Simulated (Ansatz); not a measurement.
Consider SiC4.

Input file:

```
crystal:
  lattice:
    - [3.5406464684, 0.0, 0.0]
    - [0.0, 3.5406464684, 0.0]
    - [0.0, 0.0, 5.2540425418]
  atoms:
    - { symbol: Si, position: [0.0, 0.0, 0.6186801372] }
    - { symbol: C, position: [0.0, 0.2963865148, 0.9575799657] }
    - { symbol: C, position: [0.7036134852, 0.0, 0.9575799657] }
    - { symbol: C, position: [0.0, 0.7036134852, 0.9575799657] }
    - { symbol: C, position: [0.2963865148, 0.0, 0.9575799657] }
basis:
  ecutwfc: 420
kpoints:
  mp_grid: { grid: [10, 10, 8] }
hamiltonian:
  xc: pbe
scf:
  occupations: { method: gaussian, width: 0.1 }
output:
  forces: true
  stress: true
  eigenvalues: true
  write_density: true
  write_potential: true
  elf: true
  volumetric_format: npy
relax:
  adjacent_minimum: "off"
  f_tol: 0.01
  max_steps: 80
  cell: { stress_tol: 0.05 }
```

Command:

```sh
ansatz run input.yaml --threads 1 --pin off --max-ram 2560MiB --backend cpu --events-out ev --progress --plain --runs-dir out
```

Below, planes, directions and counts refer to the conventional cell (a = 3.55 Å, b = 3.55 Å, c = 5.62 Å, α = 90.00°, β = 90.00°, γ = 90.00°).

The fields are those of the run's last geometry, not of the input's.

Space group P4mm; a structure generated by program, which may or may not match a known phase.

The calculation used DFT PBE, scalar-relativistic, plane waves, PAW in Ansatz 0.2.0.

What will maps of the valence pseudo-density and electron localisation function show?

Answer. C–C (1.45 Å): ρ at the midpoint is about 1.9 e/Å³; the ELF peaks at about 0.95 between the atoms.
Si–C (2.05 Å): ρ is about 0.61 e/Å³ halfway; the ELF peaks at about 0.70 between the atoms.

Does the calculation make it a metal, or give it a gap?

Answer. It is metallic or semimetallic at this level of theory: no gap opens.

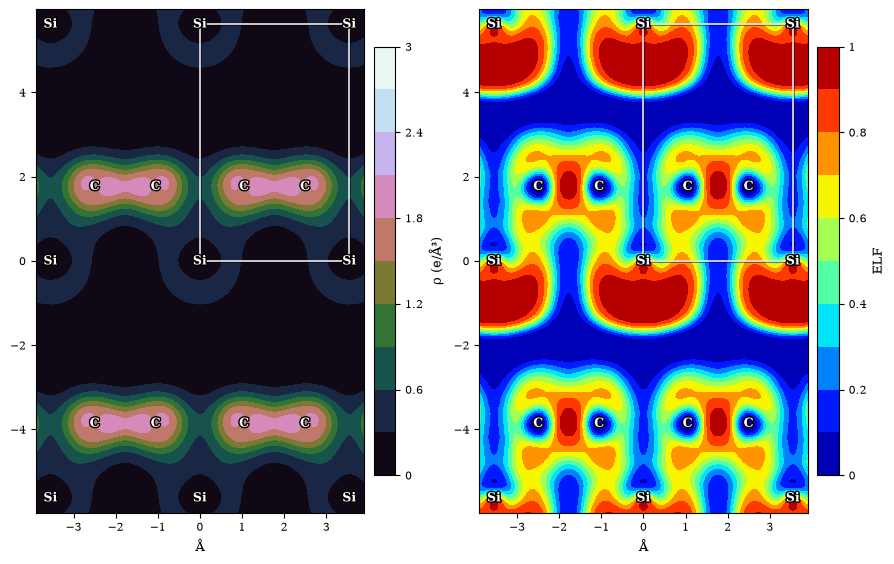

Computed valence pseudo-density and electron localisation function on the (100) plane of the conventional cell, in this order. 
